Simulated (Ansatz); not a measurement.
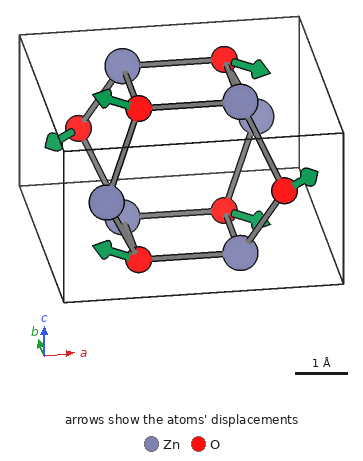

One vibrational mode of crystalline ZnO at the zone centre. The green arrows give the relative displacements of the atoms. A ball-and-stick model of the cell of the calculation, seen from a free direction.

All numbers below come from DFT PBEsol, scalar-relativistic, plane waves, PAW (Ansatz 0.2.0).

Input
```yaml
crystal:
  lattice:
    - [5.5158576328, 0.0, 0.0]
    - [0.0, 5.5158576328, 0.0]
    - [0.0, 0.0, 3.2398989359]
  atoms:
    - { symbol: Zn, position: [0.1819533415, 0.1819533415, 0.5] }
    - { symbol: Zn, position: [0.8180466585, 0.8180466585, 0.5] }
    - { symbol: Zn, position: [0.6819533415, 0.3180466585, 0.0] }
    - { symbol: Zn, position: [0.3180466585, 0.6819533415, 0.0] }
    - { symbol: O, position: [0.8180976984, 0.1819023016, 0.5] }
    - { symbol: O, position: [0.1819023016, 0.8180976984, 0.5] }
    - { symbol: O, position: [0.6819023016, 0.6819023016, 0.0] }
    - { symbol: O, position: [0.3180976984, 0.3180976984, 0.0] }
basis:
  ecutwfc: 420
kpoints:
  mp_grid: { grid: [6, 6, 8] }
hamiltonian:
  xc: pbesol
scf:
  occupations: { method: fixed }
output:
  eigenvalues: true
phonons:
  method: dfpt
  dielectric: true
  rigid_motions: translations
  eigenvectors: true
```

Run as
```bash
ansatz run input.yaml --threads 2 --pin off --max-ram 7168MiB --backend cpu --events-out ev --progress --plain --runs-dir out
```

Frequencies are those without the non-analytic (LO–TO) term.

### Describe the mode and give its frequency.

This is the A₂g mode at 426 cm⁻¹, optical level 10 of 16, counted from below, silent by symmetry (neither infrared- nor Raman-active). Atoms of one kind move against one another, with no net shift of any sublattice; the kinetic energy is shared as O 98 %, Zn 2 %.
